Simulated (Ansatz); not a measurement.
Run report: TaN, geometry relaxation (part 2 of 2)

TaN (6 atoms in the cell); DFT PBE, scalar-relativistic, plane waves, PAW, no spin polarisation (Ansatz 0.2.0); cutoff 420 eV, 7×5×20 k-mesh, Gaussian smearing of 0.1 eV. The structure derives from an entry of the Crystallography Open Database. It belongs to a series of runs on one base structure; here: film's bulk on the substrate's plane, third vector and atoms relaxed.

Geometry of the input (Å; fractional positions):
```
5.0976  0.0000  0.0000
0.0000  7.2091  0.0000
-2.5488  0.0000  1.6773
Ta 0.3333  0.1667  0.0000
Ta 0.6667  0.8333  0.0000
Ta 0.0000  0.5000  0.0000
N  0.0000  0.0000  0.0000
N  0.3333  0.6667  0.0000
N  0.6667  0.3333  0.0000
```

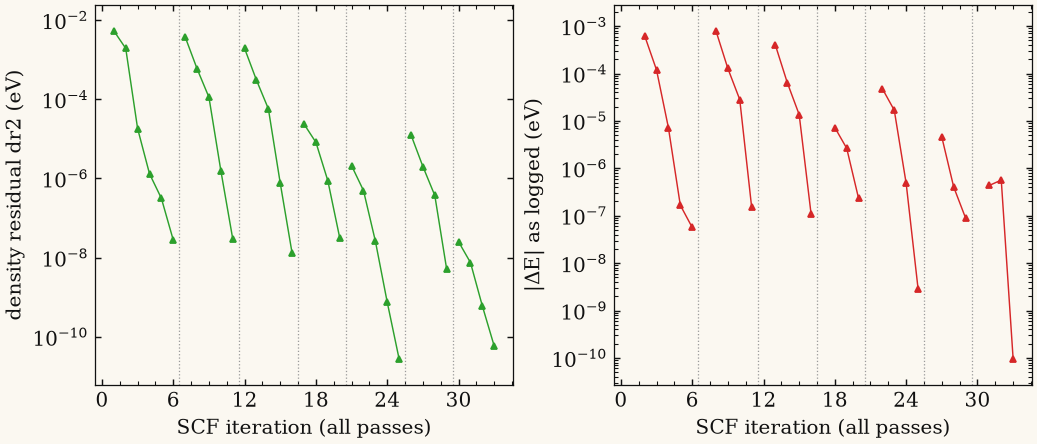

Figure 1. Convergence of the self-consistent field: density residual dr2 and size of the energy change against the SCF iteration. The dotted lines part the SCF passes of the relaxation: geometry steps, rejected trials and re-solves on a re-selected basis. The 7 passes take 4 to 6 iterations each, 33 in all.

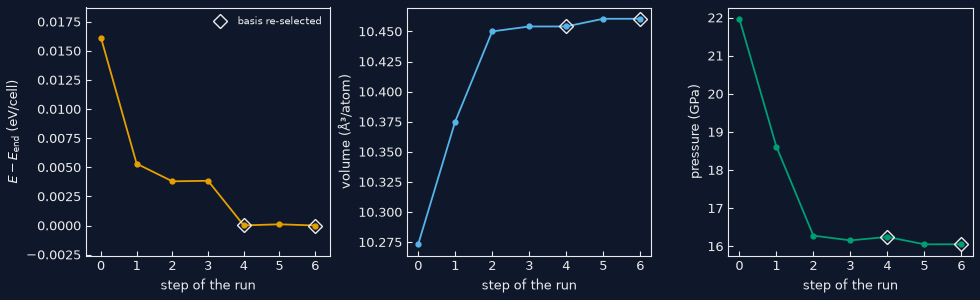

Figure 2. Progress of the relaxation, step by step (the first geometry is step 0 here and step 1 in the log).

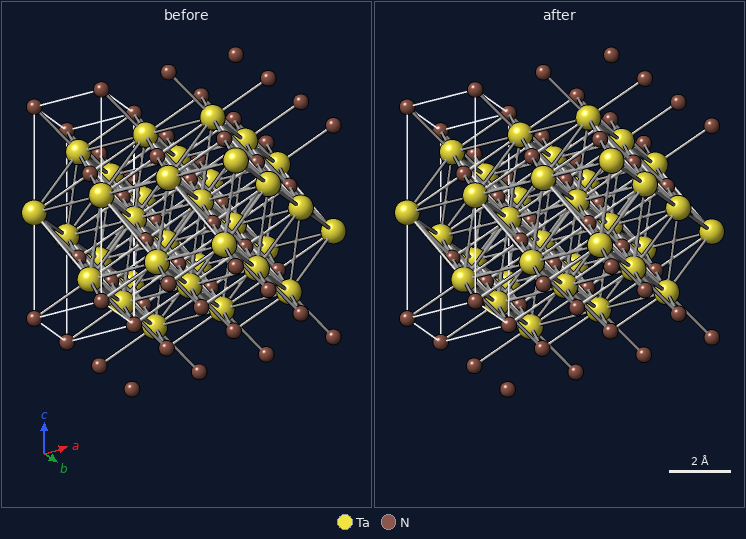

Figure 3. Before (left) and after (right) the relaxation, at one scale (ball-and-stick view of the reduced cell, repeated 3 × 3 × 1, seen at an oblique angle). Over 4 geometry steps the energy falls by 16.0 meV per cell of the calculation. All forces vanish by symmetry, so only the cell relaxes. The pressure goes from 21.97 to 16.05 GPa. The basis was re-selected once at an unchanged geometry, which shifts the energy a little without any move. The atoms keep their places relative to the cell (all moves are under 0.005 Å). The volume changes by +1.8 %, with a 3.051 → 3.069 Å (+0.6 %), b 3.051 → 3.067 Å (+0.5 %), c stays at 7.209 Å, γ 113.3° → 112.4°. Distances before and after: Ta1–N4 2.231 → 2.254 Å, Ta1–Ta1 3.051 → 3.067 Å. The space group stays Immm (No. 71). The energy change given includes the shifts at the re-selections in mid-walk, which come without any move. A last SCF at the same geometry on a re-selected plane-wave basis shifts the energy by −0.1 meV per cell of the calculation. (Atoms are counted from 1 in the order of the input.)

```
basis re-selected at this cell: Δ(F+E_penalty+E_count) = -1.041e-4 eV, ΔP = +0.001 GPa vs the last step (what re-selecting the basis moved, of the pressure what is left beyond the Pulay correction that the steps carried, after the strain that the cell walked since its last selection, with what the two solves' SCF thresholds leave and, on support functions, any second-order correction that the steps lacked; it is no measure of the basis error at this ecutwfc). This SCF's stress stands 1.45e-2 GPa from its target on what of the cell is left free (relax.cell.stress_tol is 1.00e-1 GPa) and its largest allowed force component is 8.97e-26 eV/Å (relax.f_tol is 1.00e-2 eV/Å): within both
SCF converged after 4 iterations
Free energy (F): -30953.102561 eV
Harris-Foulkes:  -30953.102561 eV  (|F-HF|=2.29e-10)
Internal energy: -30953.088834 eV  (E = F + TS)
E sigma→0 (E₀):  -30953.095697 eV
Entropy (-TS):   -0.013726 eV (-2.288 meV/atom)
Fermi energy:    21.867002 eV
--- Per-component energies (eV) ---
  E_band       = -113.270435
  E_kinetic    = 1509.903915
  E_local      = -1728.114547  (includes V_loc(G=0)·N_el)
  E_nonlocal   = 181.890755
  E_hartree    = 586.495738
  E_xc         = -842.269605
  E_vxc        = -850.417219  (∫ρ·V_xc dr)
  E_paw        = -25574.153937  (= ΣΔE_a)
  E_vpaw       = -399.525548  (= ΣTr[D̂ρ^β])
  E_aug_tail   = 0.000731  (compensation charges beyond the density's cutoff)
  E_ewald      = -5086.841884
  E_smearing   = -0.013726  (= −TS)
  E_closure    = 0.000000  (closes the sum)
  Σ components = -30953.102561   (vs F -30953.102561, Δ=0.00e0)
--- Forces (eV/Å), atoms counted from 1 ---
  atom   1  Ta     0.00000000     0.00000000     0.00000000
  atom   2  Ta    -0.00000000    -0.00000000    -0.00000000
  atom   3  Ta     0.00000000     0.00000000     0.00000000
  atom   4  N      0.00000000     0.00000000     0.00000000
  atom   5  N      0.00000000     0.00000000     0.00000000
  atom   6  N     -0.00000000    -0.00000000     0.00000000
  max |Σ_I F_I| component: 2.05e-25 eV/Å
--- Stress (GPa, compression-positive) ---
       31.658038      20.082567      -0.017375
       20.082567      16.510410      -0.002879
       -0.017375      -0.002879      -0.006777
  P = ⅓ Tr σ = 16.0539 GPa (160.539 kbar)
--- Band table (eV; the first three rows and the last of 351) ---
  k-point 0: bands = ["-47.3360", "-47.2740", "-47.2740", "-14.2741", "-14.2741", "-13.7894", "-13.7894", "-13.6933", "-13.6615", "-13.6615", "-13.6422", "-13.3975", "3.0995", "5.3900", "5.3900", "13.1970", "13.1970", "14.2358", "14.2358", "15.0697", "15.0697", "17.8231", "18.4480", "18.6220", "18.6471", "19.7114", "20.9073", "21.9275", "22.0351", "22.0351", "22.2620", "22.2620", "22.4200"]
  k-point 1: bands = ["-47.3333", "-47.2729", "-47.2729", "-14.2711", "-14.2703", "-13.8039", "-13.8034", "-13.7268", "-13.6739", "-13.6733", "-13.6600", "-13.4025", "3.2272", "5.3821", "5.3836", "13.1081", "13.1096", "14.4833", "14.4868", "15.0991", "15.0993", "16.9815", "17.7221", "18.1555", "19.4205", "20.3903", "20.9969", "21.3782", "21.3858", "22.6138", "22.7826", "23.0027", "23.0052"]
  k-point 2: bands = ["-47.3254", "-47.2700", "-47.2699", "-14.2650", "-14.2636", "-13.8373", "-13.8363", "-13.8165", "-13.7119", "-13.7096", "-13.7086", "-13.4175", "3.5822", "5.3566", "5.3590", "13.0993", "13.1014", "14.9198", "14.9269", "15.1490", "15.1494", "15.6612", "17.0056", "17.3374", "20.2883", "20.9618", "20.9660", "21.2446", "21.2619", "23.4605", "23.4672", "23.7345", "24.0273"]
  k-point 350: bands = ["-47.2868", "-47.2772", "-47.2472", "-14.4314", "-14.3344", "-14.1766", "-13.9867", "-13.8202", "-13.7497", "-13.7278", "-13.6860", "-13.5980", "4.7572", "4.7917", "5.7453", "12.3293", "13.6548", "14.4864", "14.6197", "15.5377", "15.5394", "15.5925", "16.3076", "16.5113", "18.7935", "20.0975", "21.0095", "22.7873", "23.6309", "24.1447", "24.2445", "24.5193", "24.5854"]
--- Relaxed structure (5 steps of the walk, 5 accepted, 2 SCFs on fresh bases) ---
  F+E_penalty+E_count = -30953.10256058 eV   max|allowed force component| = 8.966e-26 eV/Å   (the final SCF, on the basis selected at the relaxed cell)
  cell:  # Å, volume = 62.7629 Å³
    - [5.097611290508528, -3.4114002381853593e-7, -0.0015356002220959627]
    - [-4.8244484834985e-7, 7.209110638225025, -0.0032030681270513793]
    - [-2.5493109108095684, -0.0007450635054375359, 1.7086380759010598]
  atoms:
    - { symbol: Ta, position: [0.33333333333333337, 0.16666666666666669, 1.0842021724855044e-19] }
    - { symbol: Ta, position: [0.6666666666666666, 0.8333333333333333, -4.336808689942018e-19] }
    - { symbol: Ta, position: [5.421010862427522e-20, 0.5, -3.2526065174565133e-19] }
    - { symbol: N, position: [0.0, -8.348506194701907e-37, 6.525304467998525e-55] }
    - { symbol: N, position: [0.33333333333333337, 0.6666666666666667, -4.336808689942018e-19] }
    - { symbol: N, position: [0.6666666666666667, 0.33333333333333337, 2.168404344971009e-19] }
```

**Trajectory as extended XYZ (Å, eV, eV/Å), 7 frames, from step=1 to step=7**
```
6
Lattice="5.0976 0.0000 0.0000 0.0000 7.2091 0.0000 -2.5488 0.0000 1.6773" Properties=species:S:1:pos:R:3:forces:R:3 step=1 energy=-30953.08642 pressure_GPa=21.97
Ta    1.6992    1.2015    0.0000    0.0000   0.0000   0.0000
Ta    3.3984    6.0076    0.0000    0.0000   0.0000   0.0000
Ta    0.0000    3.6046    0.0000    0.0000   0.0000   0.0000
N     0.0000    0.0000    0.0000    0.0000   0.0000   0.0000
N     1.6992    4.8061    0.0000    0.0000   0.0000   0.0000
N     3.3984    2.4030    0.0000    0.0000   0.0000   0.0000
6
Lattice="5.0976 -0.0000 -0.0072 -0.0000 7.2091 -0.0105 -2.5512 -0.0025 1.6975" Properties=species:S:1:pos:R:3:forces:R:3 step=2 energy=-30953.09725 pressure_GPa=18.62
Ta    1.6992    1.2015   -0.0041    0.0000   0.0000   0.0000
Ta    3.3984    6.0076   -0.0136    0.0000   0.0000   0.0000
Ta    0.0000    3.6046   -0.0053    0.0000   0.0000   0.0000
N     0.0000    0.0000    0.0000    0.0000   0.0000   0.0000
N     1.6992    4.8061   -0.0094    0.0000   0.0000   0.0000
N     3.3984    2.4030   -0.0083    0.0000   0.0000   0.0000
6
Lattice="5.0976 -0.0000 -0.0044 -0.0000 7.2091 -0.0049 -2.5502 -0.0011 1.7084" Properties=species:S:1:pos:R:3:forces:R:3 step=3 energy=-30953.09877 pressure_GPa=16.28
Ta    1.6992    1.2015   -0.0023    0.0000   0.0000   0.0000
Ta    3.3984    6.0076   -0.0070    0.0000   0.0000   0.0000
Ta    0.0000    3.6046   -0.0025    0.0000   0.0000   0.0000
N     0.0000    0.0000    0.0000    0.0000   0.0000   0.0000
N     1.6992    4.8061   -0.0047    0.0000   0.0000   0.0000
N     3.3984    2.4030   -0.0046    0.0000   0.0000   0.0000
6
Lattice="5.0976 0.0000 -0.0013 0.0000 7.2091 -0.0034 -2.5492 -0.0008 1.7075" Properties=species:S:1:pos:R:3:forces:R:3 step=4 energy=-30953.09872 pressure_GPa=16.16
Ta    1.6992    1.2015   -0.0010    0.0000   0.0000   0.0000
Ta    3.3984    6.0076   -0.0037    0.0000   0.0000   0.0000
Ta    0.0000    3.6046   -0.0017    0.0000   0.0000   0.0000
N     0.0000    0.0000    0.0000    0.0000   0.0000   0.0000
N     1.6992    4.8061   -0.0027    0.0000   0.0000   0.0000
N     3.3984    2.4030   -0.0020    0.0000   0.0000   0.0000
6
Lattice="5.0976 0.0000 -0.0013 0.0000 7.2091 -0.0034 -2.5492 -0.0008 1.7075" Properties=species:S:1:pos:R:3:forces:R:3 step=5 energy=-30953.10255 pressure_GPa=16.25
Ta    1.6992    1.2015   -0.0010    0.0000   0.0000   0.0000
Ta    3.3984    6.0076   -0.0037    0.0000   0.0000   0.0000
Ta    0.0000    3.6046   -0.0017    0.0000   0.0000   0.0000
N     0.0000    0.0000    0.0000    0.0000   0.0000   0.0000
N     1.6992    4.8061   -0.0027    0.0000   0.0000   0.0000
N     3.3984    2.4030   -0.0020    0.0000   0.0000   0.0000
6
Lattice="5.0976 0.0000 -0.0015 0.0000 7.2091 -0.0032 -2.5493 -0.0007 1.7086" Properties=species:S:1:pos:R:3:forces:R:3 step=6 energy=-30953.10246 pressure_GPa=16.05
Ta    1.6992    1.2015   -0.0010    0.0000   0.0000   0.0000
Ta    3.3984    6.0076   -0.0037    0.0000   0.0000   0.0000
Ta    0.0000    3.6046   -0.0016    0.0000   0.0000   0.0000
N     0.0000    0.0000    0.0000    0.0000   0.0000   0.0000
N     1.6992    4.8061   -0.0026    0.0000   0.0000   0.0000
N     3.3984    2.4030   -0.0021    0.0000   0.0000   0.0000
6
Lattice="5.0976 0.0000 -0.0015 0.0000 7.2091 -0.0032 -2.5493 -0.0007 1.7086" Properties=species:S:1:pos:R:3:forces:R:3 step=7 energy=-30953.10256 pressure_GPa=16.05
Ta    1.6992    1.2015   -0.0010    0.0000   0.0000   0.0000
Ta    3.3984    6.0076   -0.0037    0.0000   0.0000   0.0000
Ta    0.0000    3.6046   -0.0016    0.0000   0.0000   0.0000
N     0.0000    0.0000    0.0000    0.0000   0.0000   0.0000
N     1.6992    4.8061   -0.0026    0.0000   0.0000   0.0000
N     3.3984    2.4030   -0.0021    0.0000   0.0000   0.0000
```
